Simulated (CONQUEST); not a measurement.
**Density-of-states run of Be**

- system: Be (Im-3m, 2 atoms in the cell)
- method: Kohn-Sham DFT of a periodic cell, PBE, PseudoDojo NC PBE, no spin polarisation (CONQUEST 1.3)

The structure derives from a Materials Project entry.

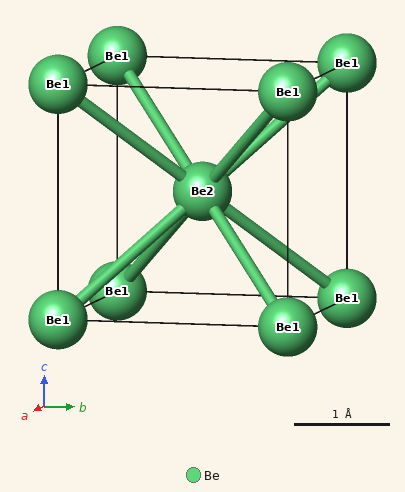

*The input geometry (ball-and-stick view of the cell of the calculation, seen slightly off an axis; atoms are numbered from 1 in the order of the input).*

Near neighbours in the crystal (not all of them lie inside the picture): Be has 8 Be at 2.17 Å.

## The input
```
IO.Title Be
IO.Coordinates coords.dat
IO.FractionalAtomicCoords F
IO.Iprint 2
IO.Iprint_init 1
General.NumberOfSpecies 1
General.PseudopotentialType hamann
AtomMove.TypeOfRun static
AtomMove.FullStress T
Grid.GridCutoff 120
DM.SolutionMethod diagon
Diag.MPMesh T
Diag.GammaCentred T
Diag.MPMeshX 5
Diag.MPMeshY 5
Diag.MPMeshZ 5
Diag.kT 0.00367493
minE.SCTolerance 1e-6
Diag.SmearingType 1
Diag.MPOrder 1
SC.MaxIters 100
IO.AtomChargeOutput T
SC.LinearMixingFactor 0.1
IO.writeDOS T
IO.write_proj_DOS T
%block ChemicalSpeciesLabel
1 9.010 Be
%endblock
```

Run as:
```bash
Conquest, then PostProcessCQ with the Process lines added to Conquest_input
```

## The program's output
```
Simulation cell dimensions:     4.7361 a0 x     4.7361 a0 x     4.7361 a0

      Atomic coordinates (a0)
         Atom         X         Y         Z  Species
            1    0.0000    0.0000    0.0000        1
            2    2.3681    2.3681    2.3681        1

         Monkhorst-Pack mesh:   5 x   5 x   5 gamma-centred
        This calculation includes non-local pseudopotentials,
         with a maximum core radius of      8.12093677

    Job title: Be
    Job to be run: static calculation

    Ground state search:
      Support functions represented with PAO basis
      1:1 PAO to SF mapping
      Non-spin-polarised electrons
      Solving for the K matrix using diagonalisation
      Using order  1 Methfessel-Paxton smearing

    Integration grid size:     24 x   24 x   24

    Integration grid spacing:  0.197 a0 x 0.197 a0 x 0.197 a0

    Number of species:  1
    --------------------------------------------------------
    |   #  mass (au)  Charge (e)  SF Rad (a0)  NSF  Label  |
    --------------------------------------------------------
    |   1      9.010       4.000        8.486    6  Be     |
    --------------------------------------------------------
          SCF tolerance:                 0.00000100
          SCF iterations:               100

    The functional used will be GGA PBE96

           radial cut-off to be used is taken to be max PAO cut-off radius for this species:    8.120937

           greatest ang. mom. for making density from PAOs:  1
    Minimum blocs/proc is      216. Maximum blocs/proc is      216
    set_atom_dens: In set_atomic_density, electrons :       8.000000000000
 matrix_size & matrix_size_padH =           12          12

    Screened ion int: energy:     -11.434375820908 Ha

    new_SC_potl: Starting.  Tolerance:  0.10000E-05

    PulayMixSC: Starting Pulay mixing, A_up =  0.100 A_dn =  0.100
    PulayMixSC: Spin non-polarised calculation.
          Proc:     0 findFermi_fixspin: Warning! Diag.NElecLess >= total number of electrons for spin channel  1 setting it equal to number of electrons, but this is slow and you may want to change it to something smaller.
          Harris-Foulkes Energy            :       -27.878902062852610 Ha
          GroundState Energy (kT --> 0)    :       -27.878912538106732 Ha
          Free Energy (E-TS)               :       -27.878917775733790 Ha
          DFT Total Energy                 :       -27.878031452883572 Ha
          Total number of electrons        :         8.000000000000032
    PulayMixSC: Pulay iteration     1 residual:              0.60333E-02
          Proc:     0 findFermi_fixspin: Warning! Diag.NElecLess >= total number of electrons for spin channel  1 setting it equal to number of electrons, but this is slow and you may want to change it to something smaller.
          Harris-Foulkes Energy            :       -27.878736965810528 Ha
          GroundState Energy (kT --> 0)    :       -27.878747442359835 Ha
          Free Energy (E-TS)               :       -27.878752680634488 Ha
          DFT Total Energy                 :       -27.878040288628185 Ha
          Total number of electrons        :         8.000000715117096
    PulayMixSC: Pulay iteration     2 residual:              0.54049E-02
          Proc:     0 findFermi_fixspin: Warning! Diag.NElecLess >= total number of electrons for spin channel  1 setting it equal to number of electrons, but this is slow and you may want to change it to something smaller.
          Harris-Foulkes Energy            :       -27.878074955254711 Ha
          GroundState Energy (kT --> 0)    :       -27.878085433879363 Ha
          Free Energy (E-TS)               :       -27.878090673191693 Ha
          DFT Total Energy                 :       -27.878075036763992 Ha
          Total number of electrons        :         8.000007722840973
    PulayMixSC: Pulay iteration     3 residual:              0.35232E-04
          Proc:     0 findFermi_fixspin: Warning! Diag.NElecLess >= total number of electrons for spin channel  1 setting it equal to number of electrons, but this is slow and you may want to change it to something smaller.
          Harris-Foulkes Energy            :       -27.878075428929918 Ha
          GroundState Energy (kT --> 0)    :       -27.878085909636720 Ha
          Free Energy (E-TS)               :       -27.878091149990123 Ha
          DFT Total Energy                 :       -27.878075411518491 Ha
          Total number of electrons        :         8.000009399105156
    PulayMixSC: Pulay iteration     4 residual:              0.21169E-04
          Proc:     0 findFermi_fixspin: Warning! Diag.NElecLess >= total number of electrons for spin channel  1 setting it equal to number of electrons, but this is slow and you may want to change it to something smaller.
          Harris-Foulkes Energy            :       -27.878075173468648 Ha
          GroundState Energy (kT --> 0)    :       -27.878085652843463 Ha
          Free Energy (E-TS)               :       -27.878090892530874 Ha
          DFT Total Energy                 :       -27.878075173445890 Ha
          Total number of electrons        :         8.000009823311508
    PulayMixSC: Pulay iteration     5 residual:              0.35954E-06
    PulayMixSC: Reached SCF tolerance of  0.35954E-06 after      5 iterations
      | Number of electrons      =         8.000010
      |* band energy as 2Tr[K.H] =       -17.997983551703307 Ha
      |  screened ion-ion energy =       -11.434375820908077 Ha
      |  Ha correction           =         0.137475362135992 Ha
      |  XC correction           =         1.416808990611264 Ha
      | GS Energy with kT -> 0   =       -27.878085652843463 Ha
      | Free Energy as E-TS      =       -27.878090892530874 Ha
      |* Harris-Foulkes energy   =       -27.878075173468648 Ha
      |* DFT total energy        =       -27.878075173445890 Ha
      |  estimated accuracy      =        -0.000000000022759 Ha
          Proc:     0 findFermi_fixspin: Warning! Diag.NElecLess >= total number of electrons for spin channel  1 setting it equal to number of electrons, but this is slow and you may want to change it to something smaller.
    get_E_and_F: Change in energy during last step of electronic optimisation:  0.25546E-06

    BIBLIOGRAPHY: Please consider citing the following references in the conquest.bib file

    CONQUEST:         Bowler2002pt, Miyazaki2004, Nakata2020
    Basis:            Bowler2019
    DM:               Bowler:2006xr
    Pseudopotentials: Hamann2013, Bowler2019
    XC functional:    Perdew1996
```

## File coords.dat
```
    4.7361107987     0.0000000000     0.0000000000
    0.0000000000     4.7361107987     0.0000000000
    0.0000000000     0.0000000000     4.7361107987
2
  0.0000000000   0.0000000000   0.0000000000 1 T T T
  2.3680553994   2.3680553994   2.3680553994 1 T T T
```

## File PostProcessCQ.log
```
CONQUEST charge density conversion and STM image simulation

D. R. Bowler (UCL) and A. Nakata (NIMS)

  Creating projected density of states (pDOS); also generating DOS

  Calculating density of states (DOS)
    Reading k-points from eigenvalues file, not setting from input file
    Fermi level:     -0.28425 Ha   (=    -7.735 eV)
  Reading bands between   -0.100E+13Ha and    0.100E+13Ha
  Bands     1 to    12 were written out by CONQUEST
  DOS lower limit set by user:     -0.73430 Ha
  DOS upper limit set by user:      0.06570 Ha
  Sigma set by user:     0.003000 Ha
  Dividing DOS into   501 bins of width     0.001648 Ha
 iDOS_low is    2.0000000000000013
  DOS between      -0.746 Ha and Ef integrates to        4.000 electrons
  DOS between      -0.746 Ha and       0.078 Ha integrates to        9.489 electrons

  Calculating projected density of states (DOS)
    Resolving in l
    Producing pDOS for all atoms in cell
  Opening block file: hilbert_make_blk.dat
  Original run on        1 processors
  Results of integrating pDOS between      -0.746 and       0.078 Ha (electrons per atom).
       Atom       Total        l=0        l=1        l=2
          1       2.000      0.076      1.924
          2       2.000      0.076      1.924
  Integrated pDOS:       4.000 electrons
```

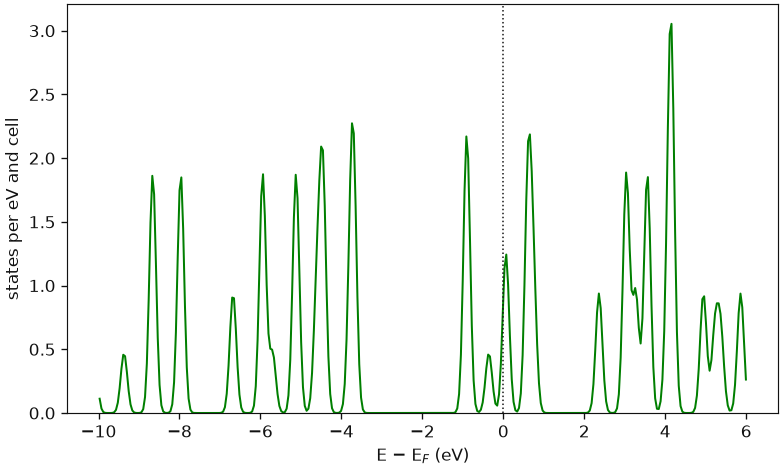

*Density of states from the levels on the mesh of the run, whose fine structure reflects that mesh, with energies from the Fermi level of the run.*

At the top of the window the curve may fall because the computed bands end.

## Key numbers

```json
{"quantity": "outcome", "value": "converged"}
{"quantity": "space group (tolerance 0.01 Å)", "value": "Im-3m (229)"}
{"quantity": "electrons treated", "value": "8"}
{"quantity": "free energy", "value": "−758.6015 eV"}
{"quantity": "Fermi energy of the self-consistent step", "value": "−7.735 eV"}
{"quantity": "gap on the k-point mesh", "value": "none (metallic)"}
{"quantity": "hardware", "value": "1 thread of Intel Xeon (Sapphire Rapids), 16 GiB of memory available, shared host"}
{"quantity": "wall time", "value": "6.3 s"}
{"quantity": "peak memory", "value": "0.16 GiB"}
```

## Notes

Settings chosen away from the usual ones: SC.LinearMixingFactor set to 0.1. The settings depart from the standard set-up of this series, which can bear on the numbers.
